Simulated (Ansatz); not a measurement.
SiMo3

Input file:

```
crystal:
  lattice:
    - [4.8615851671, 0.0, 0.0]
    - [0.0, 4.8615851671, 0.0]
    - [0.0, 0.0, 4.8615851671]
  atoms:
    - { symbol: Si, position: [0.0, 0.0, 0.030854134] }
    - { symbol: Si, position: [0.5, 0.5, 0.5] }
    - { symbol: Mo, position: [0.25, 0.0, 0.5] }
    - { symbol: Mo, position: [0.5, 0.75, 0.0] }
    - { symbol: Mo, position: [0.75, 0.0, 0.5] }
    - { symbol: Mo, position: [0.5, 0.25, 0.0] }
    - { symbol: Mo, position: [0.0, 0.5, 0.75] }
    - { symbol: Mo, position: [0.0, 0.5, 0.25] }
basis:
  ecutwfc: 420
kpoints:
  mp_grid: { grid: [8, 8, 8] }
hamiltonian:
  xc: pbesol
scf:
  occupations: { method: gaussian, width: 0.15 }
output:
  forces: true
  stress: true
  eigenvalues: true
  write_density: true
  write_potential: true
  elf: true
  volumetric_format: npy
```

Launched as:

```sh
ansatz run input.yaml --threads 2 --pin off --max-ram 5120MiB --backend cpu --events-out ev --progress --plain --runs-dir out
```

Below, planes, directions and counts refer to the conventional cell (a = 4.86 Å, b = 4.86 Å, c = 4.86 Å, α = 90.00°, β = 90.00°, γ = 90.00°).

Space group Pmm2; changed on purpose from its base cell (atom 1 (Si) moved +0.150 A along Cartesian [0 0 1]); not relaxed (largest force 1.5 eV/Å); computed without spin polarisation.

The calculation used DFT PBEsol, scalar-relativistic, plane waves, PAW in Ansatz.

Core electrons are frozen (PAW), and the valence fields are smoothed inside the atomic spheres.

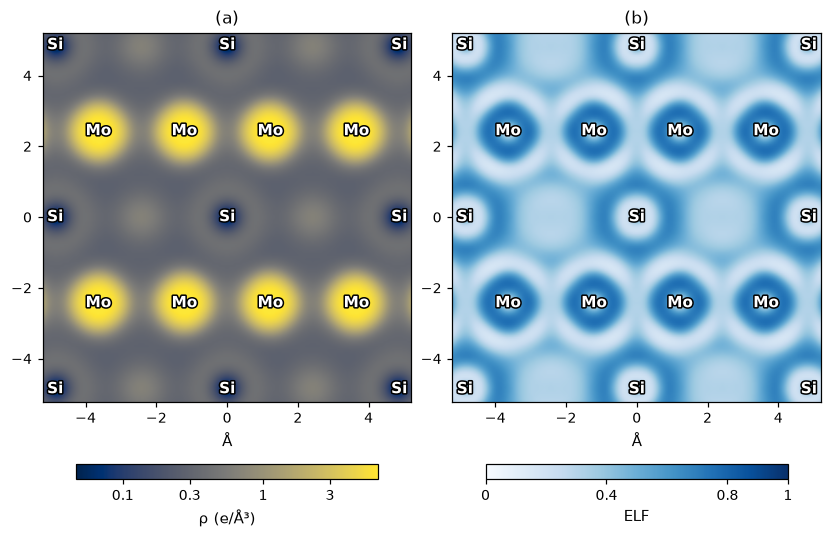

Figure 1. (a) valence electron density; (b) ELF on the (001) plane of the conventional cell.

What does the map show?

The section cuts through Si and Mo sites. Mo–Mo (2.43 Å): the density is about 0.66 e/Å³ at the midpoint; the ELF is about 0.30 at the midpoint. Si–Mo (2.72 Å): ρ at the midpoint is about 0.32 e/Å³; the ELF peaks at about 0.65 in the valence shell of Si, 0.9 Å from its nucleus, and is about 0.30 at the midpoint. Between the atoms the lowest density in this plane is 0.27 e/Å³. The features right at Mo lie inside the PAW spheres, where the map follows smoothed inner orbitals and isn't to be read closely.

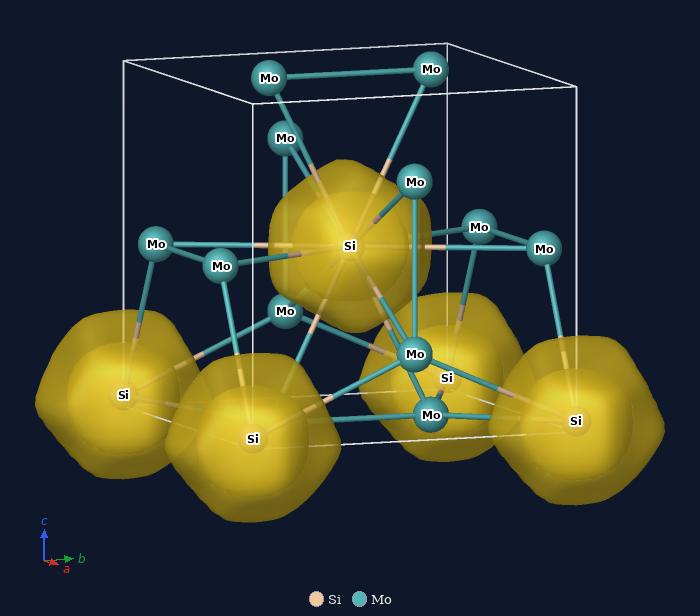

Figure 2. Isosurface of the electron localisation function at 0.6 (yellow), seen slightly off an axis. Only the valence region is drawn (cores and ρ < 0.01 e/Å³ removed). Sticks mark near contacts.

Where are the electrons localised?

The surface consists of two regions wrapped around Si (the valence shell of each), counted in one cell of 8 atoms. Regions shared between cells count once.


 Si–Mo (2.58 Å): the ELF peaks at about 0.65 in the valence shell of Si, 0.9 Å from its nucleus, and is about 0.30 at the midpoint.

Does the calculation make it a metal, or give it a gap?

It is metallic or semimetallic at this level of theory: no gap opens.
